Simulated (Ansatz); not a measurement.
## Electronic structure of SiC in real space

The calculation's input:

```
crystal:
  lattice:
    - [0.0, 2.3066034074, 2.3066034074]
    - [2.3066034074, 0.0, 2.3066034074]
    - [2.2111100264, 2.2111100264, 0.0954933811]
  atoms:
    - { symbol: Si, position: [0.0, 0.0, 0.0] }
    - { symbol: C, position: [0.75, 0.75, 0.75] }
basis:
  ecutwfc: 520.0
kpoints:
  mp_grid: { grid: [12, 12, 12] }
hamiltonian:
  xc: pbe
scf:
  occupations: { method: gaussian, width: 0.05 }
output:
  forces: true
  stress: true
  eigenvalues: true
  write_density: true
  write_potential: true
  elf: true
  volumetric_format: npy
```

Run with:

```sh
ansatz run input.yaml --threads 1 --pin off --max-ram 2048MiB --backend cpu --events-out ev --progress --plain --runs-dir out
```

Below, planes, directions and counts refer to the conventional cell (a = 3.26 Å, b = 3.26 Å, c = 7.49 Å, α = 90.00°, β = 90.00°, γ = 120.00°).

Space group R3m; not relaxed (largest force 0.4 eV/Å); computed pressure about −15 GPa in this cell.

Level of theory: DFT PBE, scalar-relativistic, plane waves, PAW in Ansatz 0.2.0.

Core electrons are frozen (PAW), and the valence fields are smoothed inside the atomic spheres.

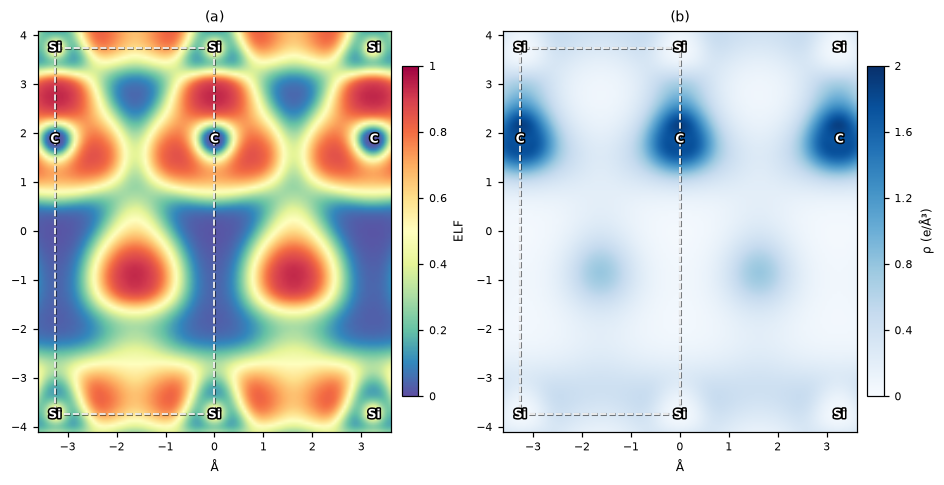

Figure 1. (a) electron localisation function; (b) valence pseudo-density on the (010) plane of the conventional cell.

Question: Read the bonding off the picture.

Answer:
- Atoms in the plane: Si and C.
- Atoms just off the plane (Si, 0.9 Å away and C, 0.9 Å away) can leave unmarked features too.
- Si–C (1.87 Å): the density is about 0.92 e/Å³ at the midpoint; the ELF peaks at about 0.95 between the atoms: a shared electron pair.
- Between the atoms the lowest density in this plane is 0.04 e/Å³.

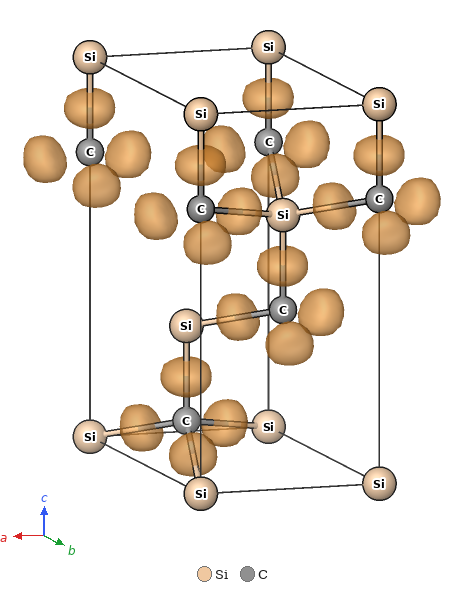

Figure 2. Isosurface of the ELF at 0.85 (orange), seen at an oblique angle. Only the valence region is drawn (cores and ρ < 0.01 e/Å³ removed). Sticks mark near contacts.

Question: Describe the localisation domains.

Answer: At this value the surface marks out twelve regions between bonded C–Si atoms (shared pairs), counted in one cell of 6 atoms. Any copies at cell faces, edges or corners count once.


 Si–C (1.98 Å): the ELF peaks at about 0.95 between the atoms: a covalent bond.

Question: Metal or insulator at this level of theory?

Answer: It is gapped, with a Kohn–Sham gap of 1.2 eV on the k-point mesh, an upper bound to the gap of this method.
